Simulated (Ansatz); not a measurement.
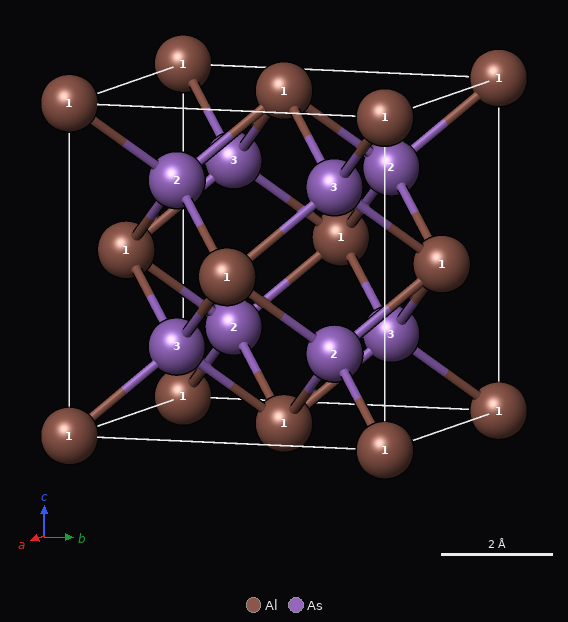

*The starting structure (ball-and-stick view of the cell 4 times as large as that of the calculation, set on its symmetry axes, seen slightly off an axis; atoms are numbered from 1 in the order of the input).*

Near neighbours in the crystal (not all of them lie inside the picture): Al has 8 As at 2.62 Å; As has 4 Al at 2.62 Å.

Run report: AlAs$_{2}$, geometry relaxation

The run: geometry relaxation of AlAs$_{2}$ (Fm-3m, 3 atoms in the cell). Method and program: DFT r2SCAN, scalar-relativistic, plane waves, PAW, no spin polarisation (Ansatz 0.2.0).

The structure was made by swapping elements on the sites of another compound; it need not be a known phase. It belongs to a series of runs on one base structure; here: fluorite type (Fm-3m, No. 225). Figures and captions count atoms from 1; the log counts them from 0 in places.

**The input**
```yaml
crystal:
  lattice:
    - [0.0, 3.0264422118, 3.0264422118]
    - [3.0264422118, 0.0, 3.0264422118]
    - [3.0264422118, 3.0264422118, 0.0]
  atoms:
    - { symbol: Al, position: [0.0, 0.0, 0.0] }
    - { symbol: As, position: [0.25, 0.25, 0.25] }
    - { symbol: As, position: [0.75, 0.75, 0.75] }
basis:
  ecutwfc: 500
kpoints:
  mp_grid: { grid: [6, 6, 6] }
hamiltonian:
  xc: r2scan
scf:
  occupations: { method: gaussian, width: 0.1 }
  lower_state_search: "off"
output:
  forces: true
  stress: true
  eigenvalues: true
relax:
  adjacent_minimum: "off"
  f_tol: 0.04
  max_steps: 70
  cell: { stress_tol: 0.4 }
```

Run on 1 thread of Intel Xeon @ 2.50GHz (Skylake/Cascade Lake), 192 GiB of memory available, shared host.

Launch command:
```bash
ansatz run input.yaml --threads 1 --pin off --max-ram 2560MiB --backend cpu --events-out ev --progress --plain --runs-dir out
```

**Output**
```
Engine: ansatz 0.2.0, x86_64-unknown-linux-gnu
Pseudopotentials: kind: paw
Pseudopotential: Al, paw, valence charge 3, recommended cutoff 500 eV (meta_gga), Al.paw.azcp
Pseudopotential: As, paw, valence charge 15, recommended cutoff 500 eV (meta_gga), As.paw.azcp
Functional definition: r2SCAN
  parameter k0 = 0.174
  parameter k1 = 0.065
  parameter a1 = 4.9479
  exchange = r2scan_x(k0 = k0, k1 = k1, a1 = a1)
  correlation = r2scan_c
Crystal: 3 atoms, lattice volume = 55.441 Å³
Basis set: ecut = 500 eV, 1411 PW (Γ), exchange–correlation on 128×128×128 points (64 copies of the dense FFT grid, shifted against one another)
Bands: 21, of which v1, the nominal top of the filled ones, is band 17 counted from 1 (16 counted from 0)
Symmetry: 48 space group operations
Space group: Fm-3m (ITA 225), of the structure as read, at distance tolerance 3.8e-5 Å
k-points: 16 of 216
Non-local potential: Al, projectors of the file, l = 0: 2, l = 1: 2, l = 2: 1
Non-local potential: As, projectors of the file, l = 0: 2, l = 1: 2, l = 2: 3, l = 3: 1
PAW form: soft (Blöchl's): semilocal exchange-correlation on the pseudo side does not see the compensation charge
PAW frozen core: Al, regenerated for the run's functional (the file was generated under x = pbe(κ = 0.804, μ = 0.2195149727645171), c = pbe(β = 0.06672455060314922))
PAW frozen core: As, regenerated for the run's functional (the file was generated under x = pbe(κ = 0.804, μ = 0.2195149727645171), c = pbe(β = 0.06672455060314922))
PAW one-centre angular grid: Al, 302 points (default); XC on 160 Gauss nodes
PAW one-centre angular grid: As, 590 points (default); XC on 160 Gauss nodes
Initial density: superposition of atomic densities (neutral atoms: chi_scale 0, normalization atom), corrected by the library's trained network
Initial wavefunctions: pseudopotential atomic-orbital guess
Functional: x = r2scan, c = r2scan; τ floored in thin density (d = 2e-4 eV/Å³)
SCF iter   1: F=-10268.979320 eV  HF=-10268.955791 eV  |F-HF|=2.35e-2  |Δ(HF+E_count)|=         —  Δρ=4.96e-3  dr2=2.37e-2  dr2_τ=8.68e-3  ethr=1.77e-3  ⟨swp⟩=5.6  Hψ=1622  notcnv=0
preconditioner: auto → LDOS  [metal: Δε(μ)=0.048 eV  Ē_g=10.054 eV  σ=0.100 eV  W_gap=0.25  n_scr=14 (ndim 8)  ℏωp=18.0 eV  f_vac=0.017  D(μ)=2.26/eV (n_scr^D=14)  β→1.0]
SCF iter   2: F=-10268.989210 eV  HF=-10268.996321 eV  |F-HF|=7.11e-3  |Δ(HF+E_count)|=   4.05e-2  Δρ=2.46e-3  dr2=2.45e-3  dr2_τ=6.20e-5  ethr=7.19e-5  ⟨swp⟩=2.0  Hψ=858  notcnv=0  defer=6
SCF iter   3: F=-10268.992153 eV  HF=-10268.993855 eV  |F-HF|=1.70e-3  |Δ(HF+E_count)|=   2.47e-3  Δρ=1.35e-3  dr2=1.67e-3  dr2_τ=7.78e-6  ethr=7.42e-6  ⟨swp⟩=2.0  Hψ=677  notcnv=0  defer=6
SCF iter   4: F=-10268.993034 eV  HF=-10268.993400 eV  |F-HF|=3.66e-4  |Δ(HF+E_count)|=   4.56e-4  Δρ=5.39e-4  dr2=2.99e-4  dr2_τ=8.20e-7  ethr=5.05e-6  ⟨swp⟩=3.0  Hψ=670  notcnv=0  defer=6
SCF iter   5: F=-10268.993229 eV  HF=-10268.993244 eV  |F-HF|=1.47e-5  |Δ(HF+E_count)|=   1.56e-4  Δρ=9.67e-5  dr2=8.29e-6  dr2_τ=4.91e-8  ethr=9.07e-7  ⟨swp⟩=2.0  Hψ=663  notcnv=0  defer=6
SCF iter   6: F=-10268.993237 eV  HF=-10268.993237 eV  |F-HF|=2.15e-7  |Δ(HF+E_count)|=   6.53e-6  Δρ=1.77e-5  dr2=3.05e-7  dr2_τ=1.08e-9  ethr=2.51e-8  ⟨swp⟩=2.0  Hψ=601  notcnv=0  defer=6
SCF iter   7: F=-10268.993237 eV  HF=-10268.993237 eV  |F-HF|=8.73e-10  |Δ(HF+E_count)|=   9.07e-8  Δρ=1.24e-6  dr2=1.17e-9  dr2_τ=7.17e-12  ethr=3.03e-10  ⟨swp⟩=6.8  Hψ=1420  notcnv=0
SCF 1 converged in 7 iterations: F = -10268.993237 eV  dr2 = 1.17e-9
  greatest PAW one-centre occupation: 0.999 electrons in one spin orbital (limit 2), on the As atom at site 2 (counted from 0), in its partial waves of l = 2
relax step   1: F+E_penalty+E_count = -10268.99323715 eV  Δ(F+E_penalty+E_count) = +0.000e0 eV  max|allowed force component| = 4.337e-19 eV/Å  Δτ_max = 0.0000 Å  P = +8.119 GPa  Ω = 55.441 Å³  (7 SCF iters, dr2 threshold 1.00e-7 eV, accepted)
Crystal: 3 atoms, lattice volume = 61.425 Å³
Basis set: ecut = 500 eV, 1471 PW (Γ), exchange–correlation on 128×128×128 points (64 copies of the dense FFT grid, shifted against one another)
Initial density: handed on by an earlier stage of this run
Initial wavefunctions: those handed on with the density
iter 1 solved again at ethr=2.57e-5 eV; its pass at ethr=3.10e-3 eV (dr2=8.49e-3 eV) is discarded
SCF iter   1: F=-10269.104692 eV  HF=-10269.011200 eV  |F-HF|=9.35e-2  |Δ(HF+E_count)|=         —  Δρ=2.84e-3  dr2=8.75e-3  dr2_τ=1.54e-2  ethr=2.57e-5  ⟨swp⟩=1.4  Hψ=1993  notcnv=0
preconditioner: auto → LDOS  [metal: Δε(μ)=0.059 eV  Ē_g=9.414 eV  σ=0.100 eV  W_gap=0.30  n_scr=14 (ndim 8)  ℏωp=17.1 eV  f_vac=0.039  D(μ)=2.45/eV (n_scr^D=14)  β→1.0]
SCF iter   2: F=-10269.108994 eV  HF=-10269.108996 eV  |F-HF|=2.08e-6  |Δ(HF+E_count)|=   9.78e-2  Δρ=1.65e-3  dr2=2.81e-3  dr2_τ=1.69e-5  ethr=2.57e-5  ⟨swp⟩=3.0  Hψ=790  notcnv=0
SCF iter   3: F=-10269.108834 eV  HF=-10269.109500 eV  |F-HF|=6.66e-4  |Δ(HF+E_count)|=   5.04e-4  Δρ=5.33e-4  dr2=1.79e-4  dr2_τ=3.13e-6  ethr=8.51e-6  ⟨swp⟩=2.0  Hψ=664  notcnv=0
SCF iter   4: F=-10269.109221 eV  HF=-10269.109244 eV  |F-HF|=2.23e-5  |Δ(HF+E_count)|=   2.56e-4  Δρ=2.22e-4  dr2=1.58e-5  dr2_τ=1.29e-6  ethr=5.43e-7  ⟨swp⟩=2.0  Hψ=605  notcnv=0
SCF iter   5: F=-10269.109250 eV  HF=-10269.109248 eV  |F-HF|=1.71e-6  |Δ(HF+E_count)|=   4.85e-6  Δρ=6.21e-5  dr2=2.46e-6  dr2_τ=4.11e-8  ethr=4.79e-8  ⟨swp⟩=2.0  Hψ=605  notcnv=0
SCF iter   6: F=-10269.109251 eV  HF=-10269.109251 eV  |F-HF|=7.30e-8  |Δ(HF+E_count)|=   2.24e-6  Δρ=1.08e-5  dr2=4.52e-8  dr2_τ=1.07e-9  ethr=9.09e-10  ⟨swp⟩=3.0  Hψ=1410  notcnv=0
SCF 2 converged in 6 iterations: F = -10269.109251 eV  dr2 = 4.52e-8
relax step   2: F+E_penalty+E_count = -10269.10925067 eV  Δ(F+E_penalty+E_count) = -1.160e-1 eV  max|allowed force component| = 1.359e-17 eV/Å  Δτ_max = 0.0000 Å  P = -1.041 GPa  Ω = 61.425 Å³  energy of the carried Pulay correction = -5.615e-4 eV  (6 SCF iters, dr2 threshold 3.00e-7 eV, accepted)
Crystal: 3 atoms, lattice volume = 60.681 Å³
iter 1 solved again at ethr=2.55e-7 eV; its pass at ethr=3.10e-3 eV (dr2=8.41e-5 eV) is discarded
SCF iter   1: F=-10269.112063 eV  HF=-10269.111112 eV  |F-HF|=9.50e-4  |Δ(HF+E_count)|=         —  Δρ=2.75e-4  dr2=7.57e-5  dr2_τ=1.92e-4  ethr=2.55e-7  ⟨swp⟩=2.1  Hψ=1855  notcnv=0
preconditioner: auto → LDOS  [metal: Δε(μ)=0.084 eV  Ē_g=9.527 eV  σ=0.100 eV  W_gap=0.43  n_scr=14 (ndim 8)  ℏωp=17.2 eV  f_vac=0.028  D(μ)=2.33/eV (n_scr^D=14)  β→1.0]
SCF iter   2: F=-10269.112127 eV  HF=-10269.112126 eV  |F-HF|=1.44e-6  |Δ(HF+E_count)|=   1.01e-3  Δρ=1.61e-4  dr2=2.40e-5  dr2_τ=1.81e-7  ethr=2.29e-7  ⟨swp⟩=2.1  Hψ=595  notcnv=0
SCF iter   3: F=-10269.112126 eV  HF=-10269.112135 eV  |F-HF|=9.24e-6  |Δ(HF+E_count)|=   9.12e-6  Δρ=5.99e-5  dr2=2.88e-6  dr2_τ=3.70e-8  ethr=7.28e-8  ⟨swp⟩=2.0  Hψ=604  notcnv=0
SCF iter   4: F=-10269.112131 eV  HF=-10269.112131 eV  |F-HF|=1.38e-7  |Δ(HF+E_count)|=   4.05e-6  Δρ=2.18e-5  dr2=1.50e-7  dr2_τ=1.25e-8  ethr=9.09e-10  ⟨swp⟩=3.6  Hψ=1601  notcnv=0
SCF 3 converged in 4 iterations: F = -10269.112131 eV  dr2 = 1.50e-7
relax step   3: F+E_penalty+E_count = -10269.11213102 eV  Δ(F+E_penalty+E_count) = -2.880e-3 eV  max|allowed force component| = 7.132e-18 eV/Å  Δτ_max = 0.0000 Å  P = -0.160 GPa  Ω = 60.681 Å³  energy of the carried Pulay correction = -4.948e-4 eV  (4 SCF iters, dr2 threshold 3.00e-7 eV, accepted)
Basis set: ecut = 500 eV, 1471 PW (Γ), exchange–correlation on 144×144×144 points (64 copies of the dense FFT grid, shifted against one another)
Initial wavefunctions: pseudopotential atomic-orbital guess (no wavefunctions were taken with the density)
iter 1 solved again at ethr=2.30e-8 eV; its pass at ethr=3.10e-3 eV (dr2=7.60e-6 eV) is discarded
SCF iter   1: F=-10269.112680 eV  HF=-10269.112666 eV  |F-HF|=1.42e-5  |Δ(HF+E_count)|=         —  Δρ=6.80e-5  dr2=2.58e-7  dr2_τ=4.03e-7  ethr=2.30e-8  ⟨swp⟩=3.2  Hψ=2514  notcnv=0
preconditioner: auto → LDOS  [metal: Δε(μ)=0.083 eV  Ē_g=9.524 eV  σ=0.100 eV  W_gap=0.42  n_scr=14 (ndim 8)  ℏωp=17.2 eV  f_vac=0.029  D(μ)=2.36/eV (n_scr^D=14)  β→1.0]
SCF iter   2: F=-10269.112680 eV  HF=-10269.112682 eV  |F-HF|=1.32e-6  |Δ(HF+E_count)|=   1.60e-5  Δρ=1.66e-5  dr2=1.68e-7  dr2_τ=3.08e-9  ethr=7.80e-10  ⟨swp⟩=2.9  Hψ=753  notcnv=0
SCF iter   3: F=-10269.112681 eV  HF=-10269.112681 eV  |F-HF|=9.44e-8  |Δ(HF+E_count)|=   7.40e-7  Δρ=6.64e-6  dr2=7.53e-9  dr2_τ=3.71e-9  ethr=5.08e-10  ⟨swp⟩=2.0  Hψ=608  notcnv=0
SCF iter   4: F=-10269.112681 eV  HF=-10269.112681 eV  |F-HF|=1.50e-9  |Δ(HF+E_count)|=   1.03e-7  Δρ=1.25e-6  dr2=1.14e-9  dr2_τ=3.41e-11  ethr=5.82e-12  ⟨swp⟩=4.9  Hψ=1352  notcnv=0
SCF 4 converged in 4 iterations: F = -10269.112681 eV  dr2 = 1.14e-9
relax step   4: F+E_penalty+E_count = -10269.11268117 eV  Δ(F+E_penalty+E_count) = -5.502e-4 eV  max|allowed force component| = 6.698e-18 eV/Å  Δτ_max = 0.0000 Å  P = -0.158 GPa  Ω = 60.681 Å³  stress off target by 1.58e-1 GPa  SCF on the basis re-selected at this cell (its energy is not comparable with the rows above)  (4 SCF iters)
```

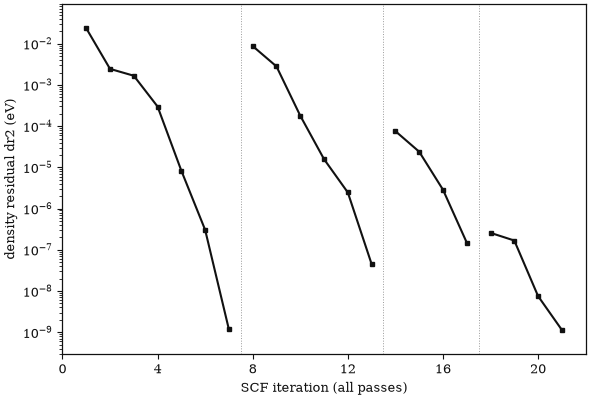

*Convergence of the self-consistent field: density residual dr2 against the SCF iteration. The dotted lines part the SCF passes of the relaxation: geometry steps, rejected trials and re-solves on a re-selected basis.*

The passes take 7, 6, 4 and 4 iterations.

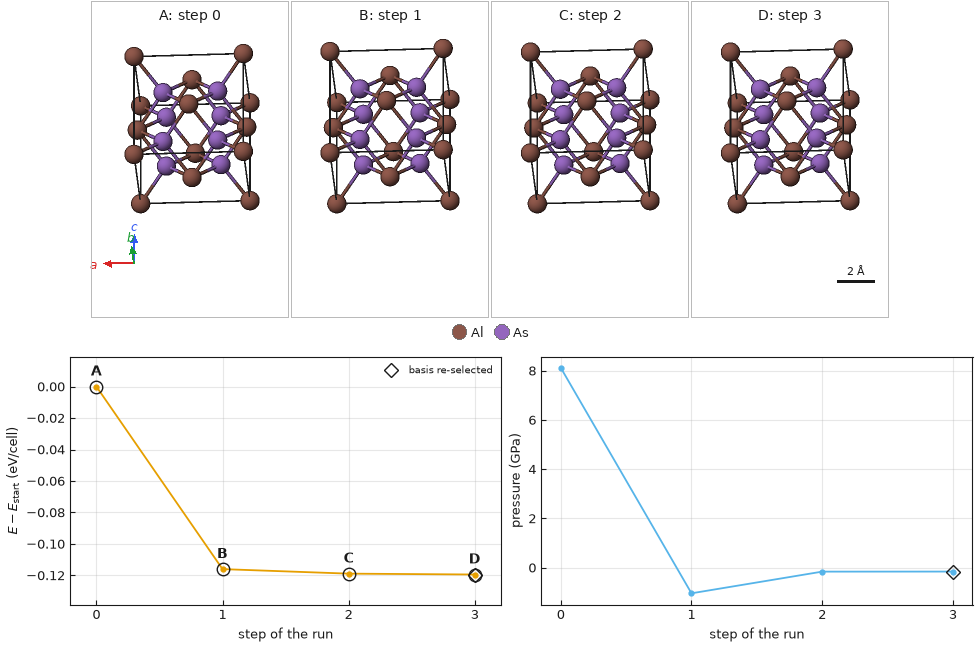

*Frames of the relaxation (ball-and-stick view of the cell 4 times as large as that of the calculation, set on its symmetry axes, seen at an oblique angle) above the curves, on which the letters mark them (the first geometry is step 0 here and step 1 in the log).*

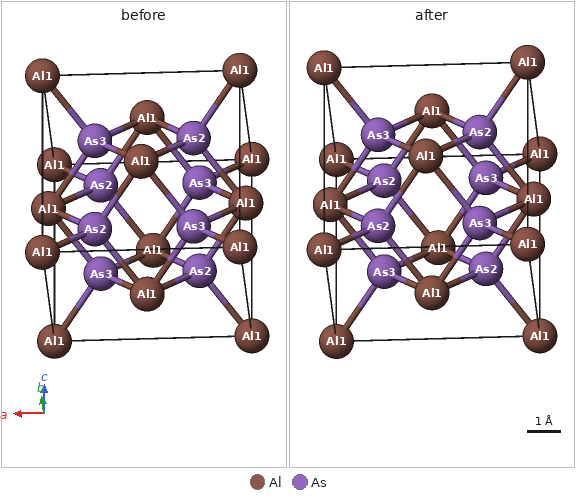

*Before (left) and after (right) the relaxation, at one scale (ball-and-stick view of the cell 4 times as large as that of the calculation, set on its symmetry axes, seen at an oblique angle).*

The atoms keep their places relative to the cell (all moves are under 0.005 Å). The drawn cell changes as follows: a = b = c 6.053 → 6.238 Å (+3.1 %); the volume changes by +9.5 %. Distances before and after: Al1–As2 2.621 → 2.701 Å. The space group stays Fm-3m (No. 225). Over 2 geometry steps the energy falls by 0.119 eV per cell of the calculation. All forces vanish by symmetry, so only the cell relaxes. The pressure goes from 8.12 to −0.16 GPa. A last SCF at the same geometry on a re-selected plane-wave basis shifts the energy by −0.6 meV per cell of the calculation. (Atoms are counted from 1 in the order of the input.)

```
basis re-selected at this cell: Δ(F+E_penalty+E_count) = -5.502e-4 eV, ΔP = +0.002 GPa vs the last step (what re-selecting the basis moved, of the pressure what is left beyond the Pulay correction that the steps carried, after the strain that the cell walked since its last selection, with what the two solves' SCF thresholds leave and, on support functions, any second-order correction that the steps lacked; it is no measure of the basis error at this ecutwfc). The dense FFT grid was sized anew with the basis: this SCF ran on 36×36×36 points, the steps before it on 32×32×32, so part of this shift can come from that change (see relax.cell in the input reference). This SCF's stress stands 1.58e-1 GPa from its target on what of the cell is left free (relax.cell.stress_tol is 4.00e-1 GPa) and its largest allowed force component is 6.70e-18 eV/Å (relax.f_tol is 4.00e-2 eV/Å): within both
SCF converged after 4 iterations
Free energy (F): -10269.112681 eV
Harris-Foulkes:  -10269.112681 eV  (|F-HF|=1.50e-9)
Internal energy: -10269.100889 eV  (E = F + TS)
E sigma→0 (E₀):  -10269.106785 eV
Entropy (-TS):   -0.011792 eV (-3.931 meV/atom)
Fermi energy:    9.691267 eV
--- Per-component energies (eV) ---
  E_band       = -497.835205
  E_kinetic    = 228.611545
  E_local      = -3654.773840  (includes V_loc(G=0)·N_el)
  E_nonlocal   = -1332.125907
  E_hartree    = 2005.168655
  E_xc         = -185.150560
  E_vxc        = -200.681535  (∫ρ·V_xc dr)
  E_paw        = -4166.266186  (= ΣΔE_a)
  E_vpaw       = 440.297387  (= ΣTr[D̂ρ^β])
  E_aug_tail   = -0.000012  (compensation charges beyond the density's cutoff)
  E_vtau       = 10.501024  (kinetic-family band-sum trace: ∫τ·v_τ [+ j·A + Jᵃ·Aᵃ] dr)
  E_ewald      = -3161.589659
  E_core_change = -2.974924  (= ΣΔE_core)
  E_smearing   = -0.011792  (= −TS)
  E_closure    = 0.000000  (closes the sum)
  Σ components = -10269.112681   (vs F -10269.112681, Δ=0.00e0)
--- Forces (eV/Å), atoms counted from 1 ---
  atom   1  Al    -0.00000000     0.00000000    -0.00000000
  atom   2  As    -0.00000000    -0.00000000    -0.00000000
  atom   3  As     0.00000000     0.00000000     0.00000000
  max |Σ_I F_I| component: 7.23e-19 eV/Å
--- Stress (GPa, compression-positive) ---
       -0.158009      -0.000000      -0.000000
       -0.000000      -0.158009      -0.000000
       -0.000000      -0.000000      -0.158009
  P = ⅓ Tr σ = -0.1580 GPa (-1.580 kbar)
--- Band table (eV; the first three rows and the last of 16) ---
  k-point 0: bands = ["-27.1492", "-27.1492", "-27.1426", "-27.1426", "-27.1426", "-27.1278", "-27.1278", "-27.1278", "-27.1094", "-27.1094", "-5.0483", "1.1861", "6.3278", "6.3278", "6.3278", "9.1159", "9.1159", "9.1159", "11.0514", "12.5926", "12.5926"]
  k-point 1: bands = ["-27.1465", "-27.1465", "-27.1416", "-27.1415", "-27.1415", "-27.1287", "-27.1287", "-27.1287", "-27.1121", "-27.1121", "-4.7635", "0.5243", "6.0426", "6.2741", "6.2741", "8.3539", "8.7688", "8.7688", "12.4803", "12.6461", "12.6461"]
  k-point 2: bands = ["-27.1394", "-27.1394", "-27.1389", "-27.1386", "-27.1386", "-27.1313", "-27.1313", "-27.1313", "-27.1194", "-27.1194", "-3.9292", "-0.9809", "5.4801", "6.2859", "6.2859", "7.9059", "7.9059", "7.9075", "13.3966", "13.9743", "13.9743"]
  k-point 15: bands = ["-27.1438", "-27.1415", "-27.1375", "-27.1371", "-27.1348", "-27.1344", "-27.1325", "-27.1289", "-27.1215", "-27.1145", "-2.4864", "-1.5365", "1.7427", "3.6469", "5.7427", "9.0409", "10.6634", "11.9802", "12.9856", "14.2365", "16.7773"]
--- Relaxed structure (3 steps of the walk, 3 accepted, 1 SCFs on fresh bases) ---
  F+E_penalty+E_count = -10269.11268117 eV   max|allowed force component| = 6.698e-18 eV/Å   (the final SCF, on the basis selected at the relaxed cell)
  cell:  # Å, volume = 60.6807 Å³
    - [-4.276423536147513e-50, 3.11893893966506, 3.11893893966506]
    - [3.11893893966506, 1.7324264911845e-33, 3.11893893966506]
    - [3.11893893966506, 3.11893893966506, 1.0190744065791178e-33]
  atoms:
    - { symbol: Al, position: [1.796039350731968e-33, -1.8950380751364525e-33, -1.895005707803554e-33] }
    - { symbol: As, position: [0.25, 0.25, 0.25] }
    - { symbol: As, position: [0.75, 0.75, 0.75] }
```

**Trajectory as extended XYZ (Å, eV, eV/Å), 4 frames, from step=1 to step=4**
```
3
Lattice="0.0000 3.0264 3.0264 3.0264 0.0000 3.0264 3.0264 3.0264 0.0000" Properties=species:S:1:pos:R:3:forces:R:3 step=1 energy=-10268.99324 pressure_GPa=8.12
Al    0.0000    0.0000    0.0000    0.0000   0.0000   0.0000
As    1.5132    1.5132    1.5132    0.0000   0.0000   0.0000
As    4.5397    4.5397    4.5397    0.0000   0.0000   0.0000
3
Lattice="0.0000 3.1316 3.1316 3.1316 0.0000 3.1316 3.1316 3.1316 0.0000" Properties=species:S:1:pos:R:3:forces:R:3 step=2 energy=-10269.10925 pressure_GPa=-1.04
Al    0.0000    0.0000    0.0000    0.0000   0.0000   0.0000
As    1.5658    1.5658    1.5658    0.0000   0.0000   0.0000
As    4.6975    4.6975    4.6975    0.0000   0.0000   0.0000
3
Lattice="0.0000 3.1189 3.1189 3.1189 0.0000 3.1189 3.1189 3.1189 0.0000" Properties=species:S:1:pos:R:3:forces:R:3 step=3 energy=-10269.11213 pressure_GPa=-0.16
Al    0.0000    0.0000    0.0000    0.0000   0.0000   0.0000
As    1.5595    1.5595    1.5595    0.0000   0.0000   0.0000
As    4.6784    4.6784    4.6784    0.0000   0.0000   0.0000
3
Lattice="0.0000 3.1189 3.1189 3.1189 0.0000 3.1189 3.1189 3.1189 0.0000" Properties=species:S:1:pos:R:3:forces:R:3 step=4 energy=-10269.11268 pressure_GPa=-0.16
Al    0.0000    0.0000    0.0000    0.0000   0.0000   0.0000
As    1.5595    1.5595    1.5595    0.0000   0.0000   0.0000
As    4.6784    4.6784    4.6784    0.0000   0.0000   0.0000
```

**Results in brief**

```json
{"quantity": "outcome", "value": "converged"}
{"quantity": "space group (tolerance 0.01 Å)", "value": "Fm-3m (225)"}
{"quantity": "electrons treated", "value": "33"}
{"quantity": "free energy", "value": "−10269.1127 eV"}
{"quantity": "Fermi energy", "value": "9.691 eV"}
{"quantity": "gap on the k-point mesh", "value": "none (metallic)"}
{"quantity": "pressure", "value": "−0.16 GPa"}
{"quantity": "final volume", "value": "60.68 Å³"}
{"quantity": "largest force (length of the vector) at the end", "value": "under 0.001 eV/Å"}
{"quantity": "final cell", "value": "a = 4.411 Å, b = 4.411 Å, c = 4.411 Å, α = 60.00°, β = 60.00°, γ = 60.00°"}
{"quantity": "wall time", "value": "22 s"}
{"quantity": "peak memory", "value": "0.6 GiB"}
```
